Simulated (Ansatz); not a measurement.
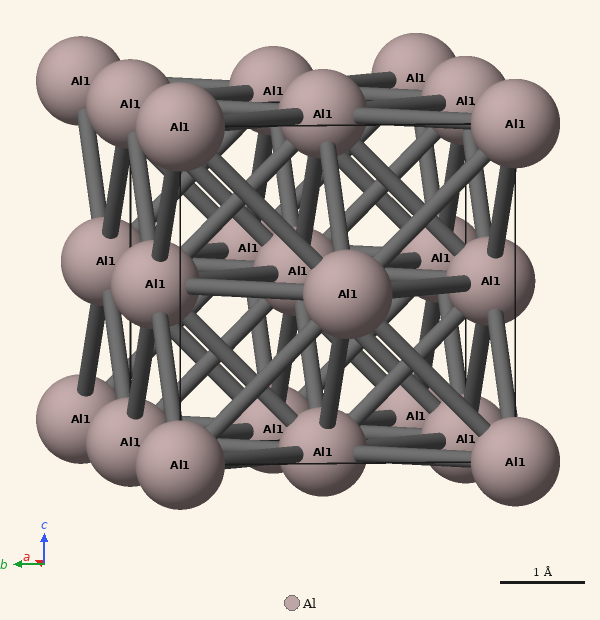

The starting point is solid Al (set up in Fm-3m). A ball-and-stick model of the conventional cell (4 times the calculation's cell), repeated 2 × 1 × 1 with one cell outlined, seen from a free direction. Lengths and directions refer to the drawn axes.

Method: DFT, PBE, PAW with Ansatz's default frozen-core files, scalar-relativistic (Ansatz). Set-up: plane-wave cutoff 420 eV; k-point mesh 14 × 14 × 14; occupations fermi dirac; smearing width 0.05 eV; no spin polarisation.

Now this is done to it. The cell is strained by −2.0 % along [1 1 1] and +1.0 % across it (volume 0.0 %), the atoms keeping their fractional coordinates. No relaxation follows.

**What is the effect?**

Some distances before and after: Al–Al 2.862 → 2.834 to 2.891 Å. The space group (tolerance 0.01 Å) goes from Fm-3m (No. 225) to R-3m (No. 166). The energy changes by less than 1 meV per atom. Pressure: −0.6 GPa before, −0.5 GPa after. The principal stresses (compression positive) are −0.6 GPa along [1 1 1] and −0.4 GPa across it. All forces vanish by symmetry.

Drawn alike, the variant:

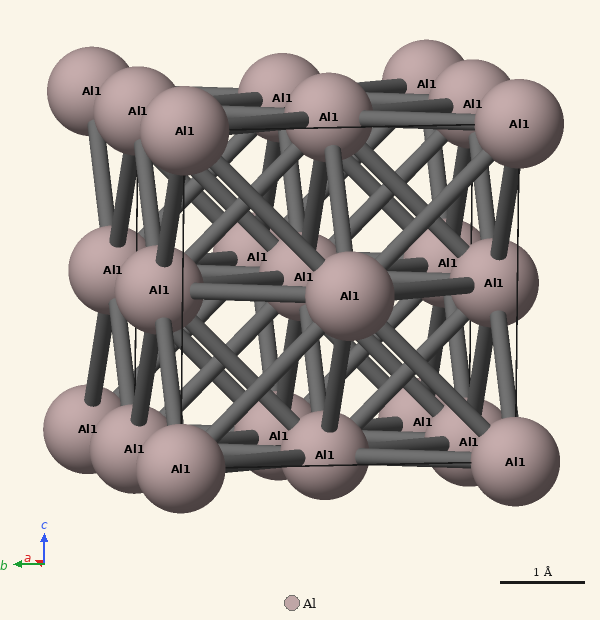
